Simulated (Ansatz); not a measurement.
CrO2: several calculations on one system

## 1. Relaxation

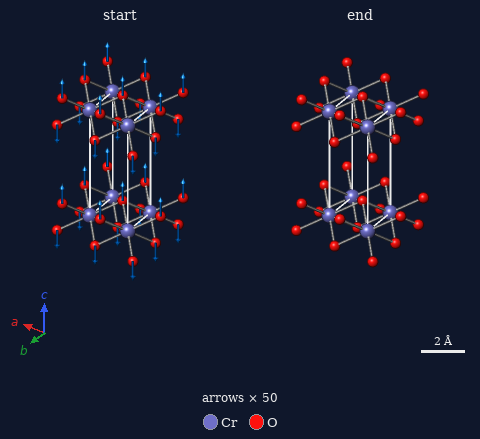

The structure of solid CrO2 (built on the CdI2 type) before (left) and after (right) a relaxation, at one scale. The blue arrows give the displacements (the part carried along by the change of the cell is left out), 50 times their true length.

The picture is a ball-and-stick view of the cell of the calculation, seen from a free direction.

Case: volume × 0.960.

These are results of DFT PBE, scalar-relativistic, plane waves, PAW in Ansatz 0.2.0, not measurements.

Input
```yaml
crystal:
  lattice:
    - [2.871208544, 0.0, 0.0]
    - [-1.435604272, 2.4865395387, 0.0]
    - [0.0, 0.0, 5.2289173163]
  atoms:
    - { symbol: Cr, position: [0.0, 0.0, 0.0], spin: 1.91 }
    - { symbol: O, position: [0.3333333333, 0.6666666667, 0.1802664792] }
    - { symbol: O, position: [0.6666666667, 0.3333333333, 0.8197335208] }
basis:
  ecutwfc: 420
  ecutrho_ratio: 4
kpoints:
  mp_grid: { grid: [14, 14, 6] }
hamiltonian:
  xc: pbe
scf:
  occupations: { method: gaussian, width: 0.05 }
output:
  forces: true
  stress: true
  eigenvalues: true
  populations: true
magnetization:
  spin_polarized: true
relax:
  f_tol: 0.01
  max_steps: 40
  cell: { stress_tol: 0.1, fix: [volume] }
```

Command:
```bash
ansatz run input.yaml --threads 2 --pin off --max-ram 2662MiB --backend cpu --events-out ev --progress --plain --runs-dir out
```

Question: What changed between the two?

Answer: After 3 accepted moves (5 points after the start) the energy has fallen by 3.1 meV per atom. The largest force component goes from 0.32 to 0.0019 eV/Å. The pressure goes from 3.96 to 0.21 GPa. At 2 points the geometry stayed and the basis and grid were re-selected for the new cell (energy shift of 0.1 meV per atom at most each time). The largest moves relative to the cell, 0.020 Å, are those of O2 and O3. O3 goes along −c. Cr stays in place. The drawn cell changes at constant volume: a = b 2.871 → 2.891 Å (+0.7 %), c 5.229 → 5.156 Å (−1.4 %). Some distances before and after: Cr1–O2 1.907 → 1.920 Å. The space group stays P-3m1 (No. 164).

Limits of the set-up: layers or molecules are held without a dispersion correction, so their spacing is unreliable.

## 2. Relaxation

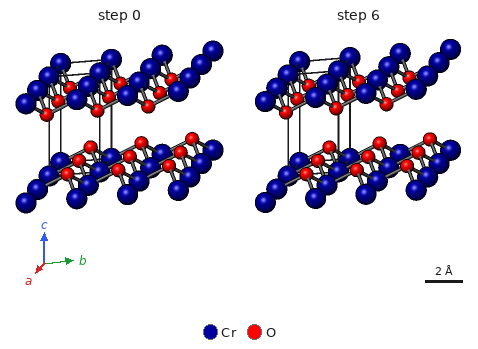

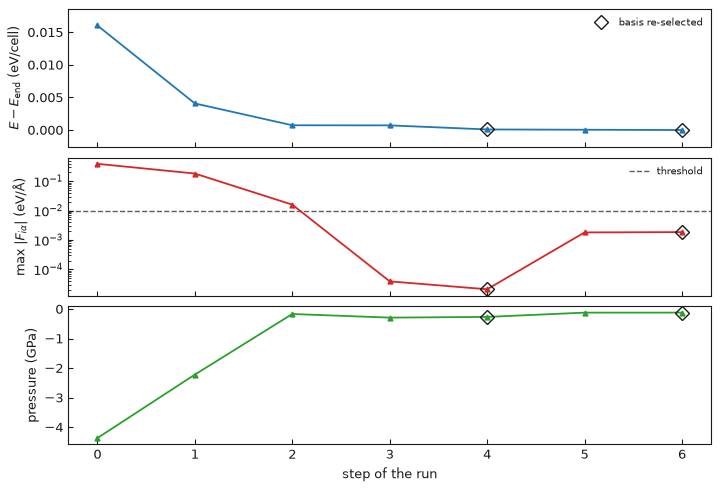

First and last geometry of a relaxation of a crystal of CrO2 (built on the CdI2 type), with the history of the run. A ball-and-stick model of the cell of the calculation, repeated 3 × 3 × 1 with one cell outlined, seen slightly off an axis.

Case: volume × 1.070.

Computed with Ansatz 0.2.0, DFT PBE, scalar-relativistic, plane waves, PAW. Settings: plane-wave cutoff 420 eV; k-point mesh 14 × 14 × 6; occupations gaussian; smearing width 0.05 eV; collinear spin; cell relaxed at fixed volume; force threshold 0.01 eV/Å; at most 40 steps.

Question: What do the curves and the structures tell?

Answer: It converged. Over 4 accepted moves (6 points after the start) the energy falls by 16.0 meV per cell of the calculation. Largest force component: 0.39 eV/Å at the start, 0.0019 eV/Å at the end. Pressure: −4.37 GPa at the start and −0.12 GPa at the end. The SCF was repeated twice at an unchanged geometry on a basis and grid sized afresh for the cell, which shifted the energy by 0.6 meV per cell of the calculation at most. The largest moves relative to the cell, 0.027 Å, are those of O atoms. Cr stays in place. The drawn cell changes at constant volume: a = b 2.921 → 2.894 Å (−0.9 %), c 5.630 → 5.736 Å (+1.9 %). Some distances before and after: Cr–O 1.939 → 1.921 Å. The space group stays P-3m1 (No. 164).

| step | E − E(0), meV/atom | largest force component, eV/Å | pressure, GPa | note |
| --- | --- | --- | --- | --- |
| 0 | 0.00 | 0.3909 | -4.37 |  |
| 1 | -3.99 | 0.1825 | -2.22 |  |
| 2 | -5.10 | 0.0159 | -0.17 |  |
| 3 | -5.11 | 0.0000 | -0.29 |  |
| 4 | -5.32 | 0.0000 | -0.27 | same geometry, new basis |
| 5 | -5.33 | 0.0018 | -0.12 |  |
| 6 | -5.35 | 0.0019 | -0.12 | same geometry, new basis |

Limits of the set-up: layers or molecules are held without a dispersion correction, so their spacing is unreliable.

## 3. A change

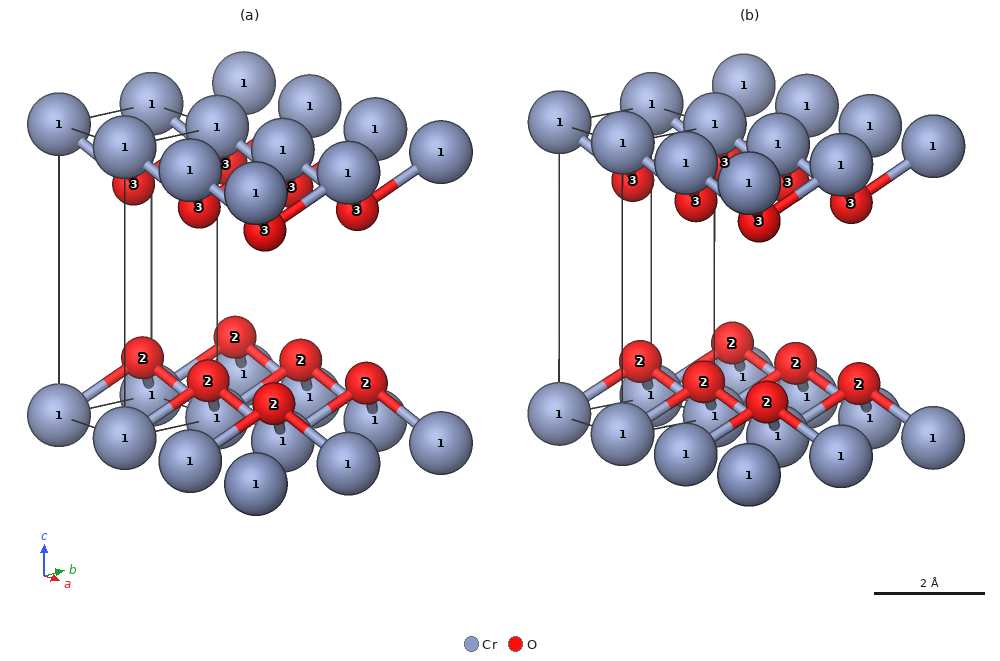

Left: a crystal of CrO$_{2}$ (built on the CdI2 type). Right: the same structure after one change, at the same scale. Style: ball-and-stick. Shown: the cell of the calculation, repeated 3 × 2 × 1 with one cell outlined, slightly off an axis.

All numbers below come from DFT PBE, scalar-relativistic, plane waves, PAW in Ansatz. (plane-wave cutoff 420 eV; k-point mesh 14 × 14 × 6; occupations gaussian; smearing width 0.05 eV; collinear spin)

Q: What distinguishes the right structure from the left one?

A: The cell is strained by +1.7 % along [1 −2 2], −1.1 % roughly along [1 3 1], −2.6 % roughly along [3 1 −1] (volume −2.0 %) and atoms are displaced by up to 0.07 Å (root mean square over those that move 0.05 Å) relative to the cell: Cr1 0.03 Å along [1 0 1], O2 0.07 Å along [0 −1 −1]. No relaxation follows.

Q: What does the change do?

A: Energy change: +53.6 meV per atom. Pressure: 0.0 GPa before, 12.0 GPa after. The principal stresses (compression positive) are 17.0 GPa roughly along [3 0 −1], 16.2 GPa roughly along [2 3 1], 2.7 GPa along [1 −1 1]. The largest force is 1.9 eV/Å, on O2, along [−1 2 2]. The forces mostly point back along the displacements (cosine −0.96). The absolute magnetisation per cell goes from 2.25 to 2.18 μB (net moment 2.00 and 2.00 μB). Some distances before and after: Cr–O 1.921 → 1.835 to 1.980 Å. The space group (tolerance 0.01 Å) goes from P-3m1 (No. 164) to P1 (No. 1).

Limits of the set-up: layers or molecules are held without a dispersion correction, so their spacing is unreliable.

## 4. Distortion

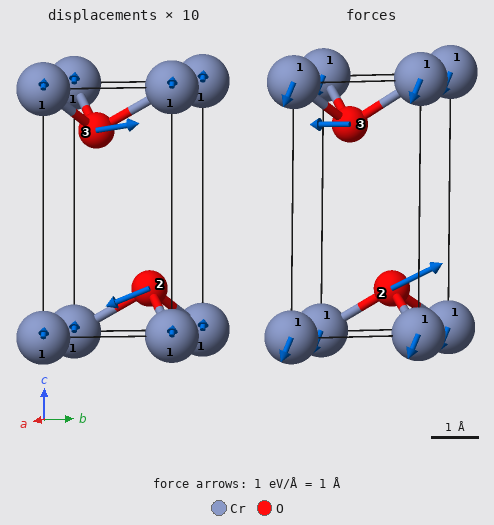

Left: crystalline CrO2 (built on the CdI2 type), with blue arrows for the displacements applied to it (without the part that the change of the cell carries along). Right: the displaced structure with the computed forces. Besides, the cell is strained by +2.9 % along [0 1 2], +0.9 % along [2 1 0], −1.4 % roughly along b (volume +2.3 %). The picture is a ball-and-stick view of the cell of the calculation, seen from a free direction.

Level of theory: DFT PBE, scalar-relativistic, plane waves, PAW (Ansatz 0.2.0). Set-up: plane-wave cutoff 420 eV; k-point mesh 14 × 14 × 6; occupations gaussian; smearing width 0.05 eV; collinear spin.

Q: How do the forces relate to the distortion?

A: Atoms are displaced by up to 0.10 Å (root mean square over those that move 0.09 Å) relative to the cell: Cr1 0.03 Å along [−3 0 2], O2 0.10 Å roughly along [−1 −3 −1]. No relaxation follows. Some distances before and after: Cr–O 1.921 → 1.824 to 2.015 Å. The space group (tolerance 0.01 Å) goes from P-3m1 (No. 164) to P1 (No. 1). The energy rises by 35.2 meV per atom. The pressure goes from 0.0 to 2.5 GPa. The principal stresses (compression positive) are 12.0 GPa roughly along [1 2 1], 0.5 GPa roughly along [3 −1 1], −5.0 GPa along [2 2 −1]. The largest force is 1.3 eV/Å, on O2, roughly along [2 3 1]. The forces mostly point back along the displacements (cosine −0.96). The absolute magnetisation per cell goes from 2.25 to 2.24 μB (net moment 2.00 and 2.00 μB).

Limits of the set-up: layers or molecules are held without a dispersion correction, so their spacing is unreliable.
